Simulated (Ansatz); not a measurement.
Here is a crystal structure:

```
Fe Co
1.0
     2.46601    0.00000    0.00000
     0.00000    2.46601    0.00000
     0.00000    0.00000    7.06346
Fe Co
1 3
Cartesian
  0.0000 0.0000 0.0000
  1.2330 1.2330 5.2651
  0.0000 0.0000 3.5317
  1.2330 1.2330 1.7983
```

### What would you see if this were drawn?

The material is FeCo$_{3}$. It belongs to space group P4/mmm (No. 123) and has a primitive tetragonal lattice. With Z = 1, the cell contains 1 Fe, 3 Co. The neighbours of Fe are eight Co and four Fe in a cuboctahedral arrangement (2.50 Å to Co, 2.47 Å to Fe). Co takes two kinds of site: 2h with eight Co and four Fe in a cuboctahedral arrangement (2.46 to 2.47 Å to Co, 2.50 Å to Fe); 1b with twelve Co in a cuboctahedral arrangement at 2.46 to 2.47 Å. The bonds build a three-dimensional framework.

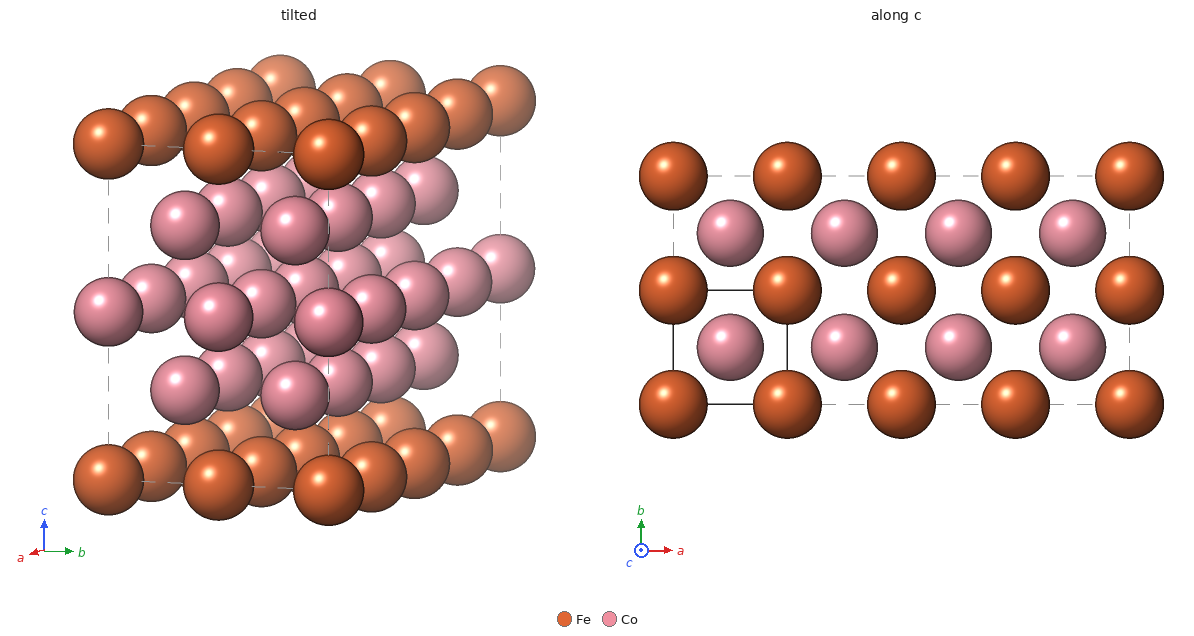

View slightly off an axis and along the c axis, drawn as a spheres-only model. One conventional unit cell is drawn solid; the view covers 4×2×1 cells. Colours: iron orange, cobalt pink.

The initial geometry was a structure listed in the Materials Project. Earlier steps of the study may have refined or changed the cell and positions. It was set up as input for a calculation with Ansatz.
